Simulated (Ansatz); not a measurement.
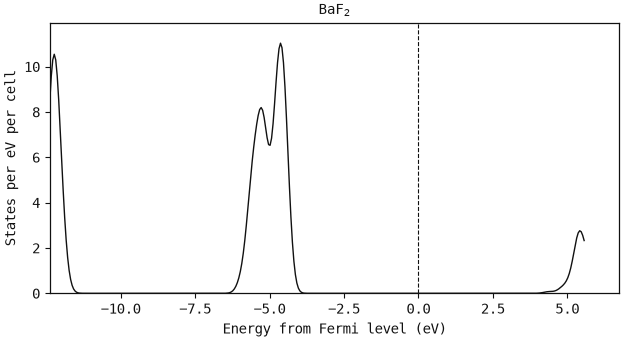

Density of states. Energies are counted from the Fermi level, put mid-gap where there is a gap. The curve is built from the levels of the k mesh with Gaussians 0.4 eV wide, which also blur the band edges.

Structure: BaF$_{2}$, space group Fm-3m, 3 atoms in the cell, fluorite type; a = 4.38 Å, b = 4.38 Å, c = 4.38 Å, α = 60.00°, β = 60.00°, γ = 60.00°.

Computed with Ansatz 0.2.0: DFT, HSE06, plane waves, PAW, no spin polarisation, 4×4×4 k mesh, 420 eV cutoff.

> Metal or insulator, going by the density of states?

There is a gap; over the k points computed it is 8.77 eV (indirect; the smallest direct gap is 8.88 eV).

> Where is the tallest peak of the filled states in the window?

Within the window shown, the tallest peak of the filled states lies 0.2 eV under the valence-band top, at about 11 states per eV and cell.

The k mesh is coarse, so the curve is spiky and fine features aren't converged.
